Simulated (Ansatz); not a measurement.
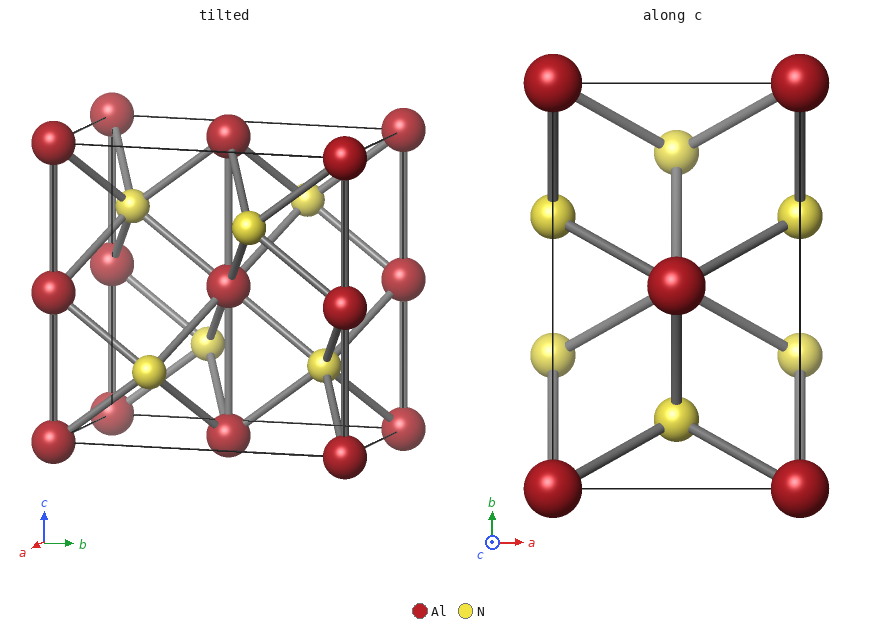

View slightly off an axis and along the c axis, drawn as a ball-and-stick model. Lines trace the edges of the conventional unit cell.

AlN, space group Cmcm (No. 63), a = 2.988 Å, b = 4.907 Å, c = 4.841 Å, α = 90.00°, β = 90.00°, γ = 90.00°. The initial geometry was a structure type filled with these elements by a generator (whether the compound takes this form wasn't checked). The cell was then strained or its atoms displaced on purpose. It was run through Ansatz as a DFT input.

This one geometry was computed with Ansatz (DFT, plane waves, PAW) at three levels of theory: r2SCAN, PBE and HSE06. It was relaxed with r2SCAN and then strained.

**Which level gives the highest pressure at this volume, and what does that say about its equilibrium volume?**

Highest: PBE (-4.9 GPa), which points to the largest equilibrium volume. Lowest, with the smallest volume: HSE06 (-12.7 GPa). Levels within 0.5 GPa of each other can't be told apart.

**How does the band gap change with the level of theory?**

PBE: a gap of 4.47 eV, direct; r2SCAN: a gap of 5.16 eV, direct; HSE06: a gap of 5.92 eV, direct.

**Collect the results in a table.**

| level | cutoff (eV) | k-mesh of the run's cell | gap (eV) | pressure (GPa) |
| --- | --- | --- | --- | --- |
| r2SCAN | 500 | 12×12×6 | 5.16 | -11.0 |
| PBE | 420 | 12×12×6 | 4.47 | -4.9 |
| HSE06 | 420 | 9×9×4 | 5.92 | -12.7 |

Gaps are taken on the k-mesh or band path of each run.
